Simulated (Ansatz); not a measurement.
System: GaN, space group P6_3mc, 4 atoms in the cell, wurtzite type.

```yaml
crystal:
  lattice:
    - [3.17619, 0.00000, 0.00000]
    - [-1.58810, 2.75066, 0.00000]
    - [0.00000, 0.00000, 5.17347]
  atoms:
    - { symbol: Ga, position: [0.33333, 0.66667, 0.99915] }
    - { symbol: Ga, position: [0.66667, 0.33333, 0.49915] }
    - { symbol: N, position: [0.33333, 0.66667, 0.37585] }
    - { symbol: N, position: [0.66667, 0.33333, 0.87585] }
```

Computed with Ansatz: DFT, r2SCAN+rVV10, plane waves, PAW, no spin polarisation, 12×12×6 k mesh, Fermi-Dirac smearing of 0.03 eV.

Predict the main features of the density of states.

There is a gap; over the k points computed it is 2.35 eV (direct among those points). Within the window shown, the tallest peak of the filled states lies 1.8 eV under the valence-band top, at about 3.3 states per eV and cell.

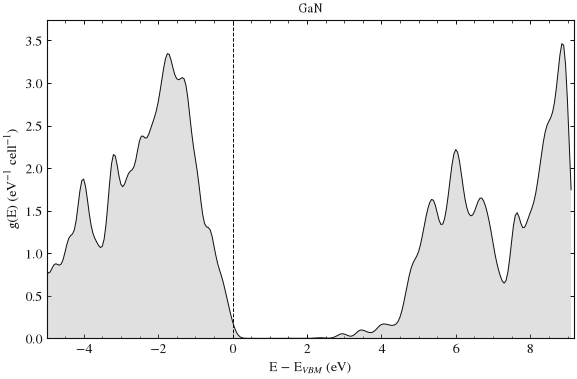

Density of states. Energies are counted from the top of the valence band. The curve is built from the levels of the k mesh with Gaussians 0.3 eV wide, which also blur the band edges.
